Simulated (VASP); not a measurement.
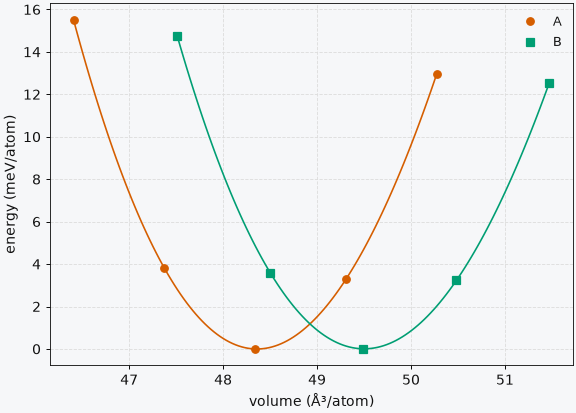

The figure compares two calculations of the energy against volume, each curve from its own zero. The first is for MoS₂, space group P-6m2 (No. 187).

The cell holds 3 atoms.

How it was computed, with VASP 6.6.1: plane-wave DFT, no spin polarisation; energies at scaled volumes of the given cell, shape and fractions fixed, counted from the fit's minimum, third-order Birch-Murnaghan fit. Level: HSE06.

- k mesh: 6×6×1
- occupations: Gaussian
- smearing width: 0.02 eV
- potentials: VASP PAW PBE potentials, recommended
- wave cutoff: 520 eV

In the second, the level changes from HSE06 to PBEsol. The second calculation uses k mesh 8×8×2.

Q: Which of A and B is the second calculation, and what did the change do?

A: B. The equilibrium volume rises from 48.36 to 49.50 Å³/atom (+2.4 %) and the bulk modulus falls from 58.7 to 54.9 GPa (−6.5 %).

For both, limits of the calculation: shape and atomic fractions are frozen while scaling, which makes layered, chain and framework solids too stiff.

V0 and the bulk modulus come from third-order Birch–Murnaghan fits.
